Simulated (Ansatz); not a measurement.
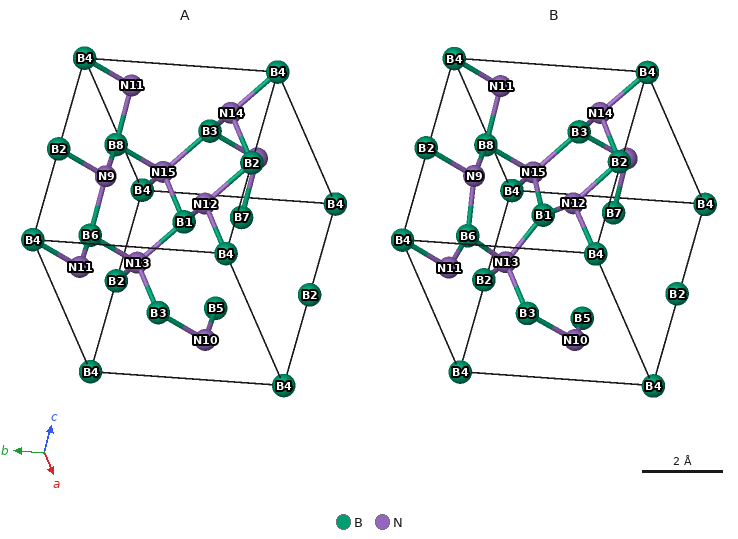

Two geometries of a defect cell of composition B8N7 (cell charge +3), drawn at one scale. One is the start of a relaxation, the other its converged end. A ball-and-stick model of the cell of the calculation (origin shifted), seen from a free direction.

Computed with Ansatz 0.2.0, DFT PBE, scalar-relativistic, plane waves, PAW. Set-up: plane-wave cutoff 420 eV; k-point mesh 6 × 6 × 6; occupations gaussian; smearing width 0.05 eV; no spin polarisation; atoms relaxed in a fixed cell; force threshold 0.02 eV/Å; at most 50 steps.

> Which geometry has the lower energy?

Structure B is the relaxed one. Case: N vacancy, atoms relaxed. Over 6 geometry steps the energy falls by 3.288 eV per cell of the calculation. Largest force component: 4 eV/Å at the start, 0.0043 eV/Å at the end. The atom that moves furthest is B1 (0.33 Å roughly along [−1 1 0]). By element the largest moves are B 0.33 Å, N 0.04 Å. The lattice vectors keep their values. Near-neighbour distances that change, for instance: B5–B7 2.555 → 2.113 Å, B5–B6 2.555 → 2.141 Å, B1–B5 2.576 → 2.204 Å, B1–B8 2.576 → 2.270 Å. Bond angles that change, for instance: B5–N10–B7 109.2° → 89.2°, B5–N9–B6 109.2° → 89.6°, B1–N13–B6 109.8° → 94.3°. The run took 73 s on 4 threads of Arm Neoverse V1, with other jobs on the host, peak memory 0.54 GiB.

Limits of the set-up: the periodic images lie only 4.9 Å apart, so the values are limited by the cell's size; the cell is charged, on a uniform background, and energies carry no finite-size correction.
